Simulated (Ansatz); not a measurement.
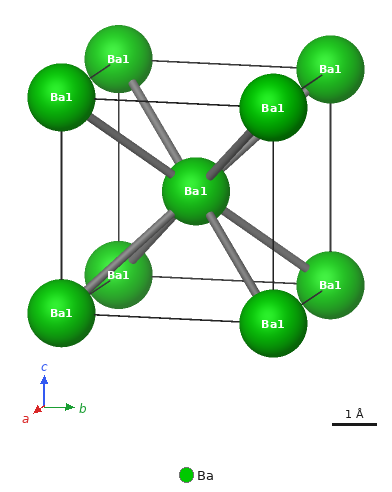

**Figure 1.** The structure as given in the input (ball-and-stick view of the cell 2 times as large as that of the calculation, set on its symmetry axes, seen slightly off an axis; atoms are numbered from 1 in the order of the input). An atom can appear more than once, as a periodic image.

**Single-point calculation, with input and output: Ba**

- system: Ba (1 atom in the cell)
- method: DFT r2SCAN, spin-orbit coupling, plane waves, PAW (Ansatz 0.2.0)

It belongs to a series of runs on one base structure; here: spin-orbit coupling: topological invariants. Figures and captions count atoms from 1; the log counts them from 0 in places.

## The program's output
```
Engine: ansatz 0.2.0, aarch64-unknown-linux-gnu
Pseudopotentials: kind: paw_fr
Pseudopotential: Ba, paw_fr, valence charge 10, recommended cutoff 500 eV (meta_gga), Ba.paw.azcp#standard-fr
Functional definition: r2SCAN
  parameter k0 = 0.174
  parameter k1 = 0.065
  parameter a1 = 4.9479
  exchange = r2scan_x(k0 = k0, k1 = k1, a1 = a1)
  correlation = r2scan_c
non-collinear run that drives no moment, with spin-orbit: no starting moment large enough to seed its density (crystal.atoms[].spin), no starting occupations that ask for one, no magnetisation constraint and no magnetic field, so the semilocal B_xc is pinned to zero
Crystal: 1 atoms, lattice volume = 63.253 Å³
Basis set: ecut = 500 eV, 1553 PW (Γ), exchange–correlation on 128×128×128 points (64 copies of the dense FFT grid, shifted against one another)
Bands: 18, of which v1, the nominal top of the filled ones, is band 10 counted from 1 (9 counted from 0)
Symmetry: 48 space group operations + 48 with time reversal
Magnetic group: BNS 229.141 (UNI 1643), of the structure as read, at distance tolerance 4.0e-5 Å
k-points: 16 of 216
Projection manifold: j_resolved (fully-relativistic pseudo-atomic orbitals)
Non-local potential: Ba, projectors of the file, l = 0: 3, l = 1: 4, l = 2: 4, l = 3: 4
PAW form: soft (Blöchl's): semilocal exchange-correlation on the pseudo side does not see the compensation charge
PAW frozen core: Ba, regenerated for the run's functional (the file was generated under x = pbe(κ = 0.804, μ = 0.2195149727645171), c = pbe(β = 0.06672455060314922))
PAW one-centre angular grid: Ba, 302 points (default); XC on 160 Gauss nodes
Initial density: superposition of atomic densities (chi_scale 0.1, normalization cell)
Initial wavefunctions: pseudopotential atomic-orbital guess
Functional: x = r2scan, c = r2scan; τ floored in thin density (d = 2e-4 eV/Å³)
iter 1 solved again at ethr=2.78e-4 eV; its pass at ethr=3.10e-3 eV (dr2=2.78e-2 eV) is discarded
SCF iter   1: F=—  HF=-5950.960999 eV  |F-HF|=—  |Δ(HF+E_count)|=         —  Δρ=7.17e-3  dr2=2.79e-2  dr2_τ=2.94e-4  dr2_m=0.00e0 (ungated)  ethr=2.78e-4  |M|=0.00e0 ∫|m|=0.00e0 μB  |m|>n=0.0e0 m-floor=0.0e0 τ_xc=0.0e0  β_m=0.30  ⟨swp⟩=1.3  Hψ=1251  notcnv=0
preconditioner: auto → none  [insulator: Δε(μ)=0.156 eV  Ē_g=3.082 eV  σ=0.050 eV  W_gap=0.58  n_scr=12 (ndim 8)  ℏωp=6.6 eV  f_vac=0.000  D(μ)=1.80/eV (n_scr^D=12)  ε∞_Penn≈5.6]
SCF iter   2: F=—  HF=-5951.025561 eV  |F-HF|=—  |Δ(HF+E_count)|=   6.46e-2  Δρ=5.16e-3  dr2=1.44e-2  dr2_τ=1.01e-4  dr2_m=0.00e0 (ungated)  ethr=2.78e-4  |M|=0.00e0 ∫|m|=0.00e0 μB  |m|>n=0.0e0 m-floor=0.0e0 τ_xc=0.0e0  β_m=0.64  ⟨swp⟩=3.3  Hψ=308  notcnv=0
SCF iter   3: F=—  HF=-5951.037570 eV  |F-HF|=—  |Δ(HF+E_count)|=   1.20e-2  Δρ=1.98e-4  dr2=2.34e-5  dr2_τ=4.09e-6  dr2_m=0.00e0 (ungated)  ethr=1.44e-4  |M|=0.00e0 ∫|m|=0.00e0 μB  |m|>n=0.0e0 m-floor=0.0e0 τ_xc=0.0e0  β_m=0.65  ⟨swp⟩=3.5  Hψ=318  notcnv=0
SCF iter   4: F=—  HF=-5951.037928 eV  |F-HF|=—  |Δ(HF+E_count)|=   3.58e-4  Δρ=7.51e-5  dr2=3.62e-6  dr2_τ=6.77e-8  dr2_m=0.00e0 (ungated)  ethr=2.34e-7  |M|=0.00e0 ∫|m|=0.00e0 μB  |m|>n=0.0e0 m-floor=0.0e0 τ_xc=0.0e0  β_m=0.74  ⟨swp⟩=2.1  Hψ=228  notcnv=0
SCF iter   5: F=—  HF=-5951.037937 eV  |F-HF|=—  |Δ(HF+E_count)|=   8.86e-6  Δρ=2.44e-5  dr2=4.27e-7  dr2_τ=2.30e-9  dr2_m=0.00e0 (ungated)  ethr=3.62e-8  |M|=0.00e0 ∫|m|=0.00e0 μB  |m|>n=0.0e0 m-floor=0.0e0 τ_xc=0.0e0  β_m=0.87  ⟨swp⟩=2.0  Hψ=227  notcnv=0
SCF iter   6: F=-5951.037938 eV  HF=-5951.037938 eV  |F-HF|=3.08e-8  |Δ(HF+E_count)|=   8.54e-7  Δρ=5.87e-6  dr2=1.93e-8  dr2_τ=1.74e-10  dr2_m=0.00e0 (ungated)  ethr=1.00e-9  |M|=0.00e0 ∫|m|=0.00e0 μB  |m|>n=0.0e0 m-floor=0.0e0 τ_xc=0.0e0  ⟨swp⟩=7.4  Hψ=805  notcnv=0
Converged-ψ floor refinement (derivative, response, wavefunction or occupation consumer): ⟨swp⟩=9.4  Hψ=1980  notcnv=0
SCF 1 converged in 6 iterations: F = -5951.037938 eV  dr2 = 1.93e-8
  greatest PAW one-centre occupation: 0.952 electrons in one spin orbital (limit 2), on the Ba atom at site 0 (counted from 0), in its partial waves of l = 0
NSCF: frozen V_eff on 28 k-points
SCF converged after 6 iterations
Magnetization: |M| = 0.0000 μB,  M = (+0.0000, +0.0000, +0.0000) μB
Absolute magnetization: 0.0000 μB (∫|m|)
  site 0: m = (+0.0000, +0.0000, +0.0000) μB, |m| = 0.0000 μB  (R = 1.79 Å)
Free energy (F): -5951.037938 eV
Harris-Foulkes:  -5951.037938 eV  (|F-HF|=3.08e-8)
Internal energy: -5951.036993 eV  (E = F + TS)
E sigma→0 (E₀):  -5951.037465 eV
Entropy (-TS):   -0.000945 eV (-0.945 meV/atom)
Fermi energy:    5.929454 eV
--- Per-component energies (eV) ---
  E_band       = -90.674744
  E_kinetic    = 166.411585
  E_local      = -376.874117  (includes V_loc(G=0)·N_el)
  E_nonlocal   = 55.784477
  E_hartree    = 118.527189
  E_xc         = -155.036815
  E_vxc        = -144.710864  (∫ρ·V_xc dr)
  E_paw        = -5237.970144  (= ΣΔE_a)
  E_vpaw       = -35.526470  (= ΣTr[D̂ρ^β])
  E_aug_tail   = -0.000001  (compensation charges beyond the density's cutoff)
  E_vtau       = 7.187701  (kinetic-family band-sum trace: ∫τ·v_τ [+ j·A + Jᵃ·Aᵃ] dr)
  E_ewald      = -521.948930
  E_core_change = 0.069762  (= ΣΔE_core)
  E_smearing   = -0.000945  (= −TS)
  E_closure    = -0.000000  (closes the sum)
  Σ components = -5951.037938   (vs F -5951.037938, Δ=0.00e0)
--- Forces (eV/Å), atoms counted from 1 ---
  atom   1  Ba     0.00000000    -0.00000000     0.00000000
  max |Σ_I F_I| component: 2.63e-31 eV/Å
--- Stress (GPa, compression-positive) ---
        0.306814       0.000000       0.000000
        0.000000       0.306814       0.000000
       -0.000000      -0.000000       0.306814
  P = ⅓ Tr σ = 0.3068 GPa (3.068 kbar)
--- Band table (eV; the first three rows and the last of 16) ---
  k-point 0: bands = ["-23.9933", "-23.9933", "-10.0093", "-10.0093", "-7.9412", "-7.9412", "-7.9412", "-7.9412", "3.0228", "3.0228", "7.9857", "7.9857", "7.9857", "7.9857", "8.0770", "8.0770", "9.3525", "9.3525"]
  k-point 1: bands = ["-23.9817", "-23.9817", "-10.0523", "-10.0523", "-8.0420", "-8.0420", "-7.9607", "-7.9607", "3.5385", "3.5385", "7.5822", "7.5822", "7.5959", "7.5959", "8.5244", "8.5244", "8.9837", "8.9837"]
  k-point 2: bands = ["-23.9584", "-23.9584", "-10.1416", "-10.1416", "-8.2266", "-8.2266", "-7.9978", "-7.9978", "4.6187", "4.6187", "6.8665", "6.8665", "7.0031", "7.0031", "9.3209", "9.3209", "9.4858", "9.4858"]
  k-point 15: bands = ["-23.9134", "-23.9134", "-10.2611", "-10.2611", "-8.2907", "-8.2907", "-8.2907", "-8.2907", "5.2585", "5.2585", "5.2585", "5.2585", "9.9586", "9.9586", "10.3578", "10.3578", "10.3578", "10.3578"]
--- Löwdin populations: 1 site ---
  site symbol       q [e]
     0     Ba      9.3820
  spilling = 0.061804 (of n_electrons = 10.000000)
--- Topological invariants of the lowest 10 bands, as many as the electrons (of this functional, at the state reached) ---
  no Z2 indices: the filled and the empty bands touch
  bands 10 and 11 are not found separated in these cells of the mesh, within one of each symmetry-equivalent set of those that the search began with, neighbours on one line: 2
    smallest gap kept 0 eV, known to 6.2e-4 eV, at k = (0.5000, 0.5000, 0.5000) in reciprocal vectors, cells: 2
  smallest direct gap kept (no minimum is searched for): 0 eV, known to 6.2e-4 eV, at k = (-0.5000, -0.5000, -0.5000) in reciprocal vectors
  plane       ν
  k1 = 0      0
  k1 = 1/2    –   in a cell that reaches it, or an image of one, bands 10 and 11 touch: smallest gap kept 0 eV, known to 6.2e-4 eV, at k = (0.5000, 0.5000, 0.5000) in reciprocal vectors
  k2 = 0      0
  k2 = 1/2    –   in a cell that reaches it, or an image of one, bands 10 and 11 touch: smallest gap kept 0 eV, known to 6.2e-4 eV, at k = (0.5000, 0.5000, 0.5000) in reciprocal vectors
  k3 = 0      0
  k3 = 1/2    –   in a cell that reaches it, or an image of one, bands 10 and 11 touch: smallest gap kept 0 eV, known to 6.2e-4 eV, at k = (0.5000, 0.5000, 0.5000) in reciprocal vectors
```

## File populations.tsv
```
# site	symbol	l	j	q
# orbitals = lowdin
# n_electrons = 10.000000
# spilling = 0.061804
0	Ba	0_5S	0.5	1.990014
0	Ba	0_6S	0.5	1.399805
0	Ba	1_5P	0.5	1.997823
0	Ba	1_5P	1.5	3.994323
```

The run was set up as follows.

## Input file
```yaml
crystal:
  lattice:
    - [-2.5099999471, 2.5099999471, 2.5099999471]
    - [2.5099999471, -2.5099999471, 2.5099999471]
    - [2.5099999471, 2.5099999471, -2.5099999471]
  atoms:
    - { symbol: Ba, position: [0.0, 0.0, 0.0] }
basis:
  ecutwfc: 500
  ecutrho_ratio: 4
kpoints:
  mp_grid: { grid: [6, 6, 6] }
hamiltonian:
  xc: r2scan
scf:
  occupations: { method: gaussian, width: 0.05 }
output:
  forces: true
  stress: true
  eigenvalues: true
  populations: true
  topological_invariants: true
magnetization:
  noncollinear: true
  spin_orbit: true
```

Run as:
```bash
ansatz run input.yaml --threads 4 --pin off --max-ram 9216MiB --backend cpu --events-out ev --progress --plain --runs-dir out
```

## Key numbers

```tsv
quantity	value
outcome	converged
space group (tolerance 0.01 Å)	Im-3m (229)
electrons treated	10
free energy	−5951.0379 eV
Fermi energy	5.929 eV
gap on the k-point mesh	none (metallic)
net moment of the cell	0.00 μB
integrated absolute moment	0.00 μB
pressure	0.31 GPa
largest force (length of the vector)	under 0.001 eV/Å
hardware	4 threads of Arm Neoverse V1, 24 GiB of memory available, shared host
wall time	30 s (CPU time 1.9 min)
peak memory	0.85 GiB
```
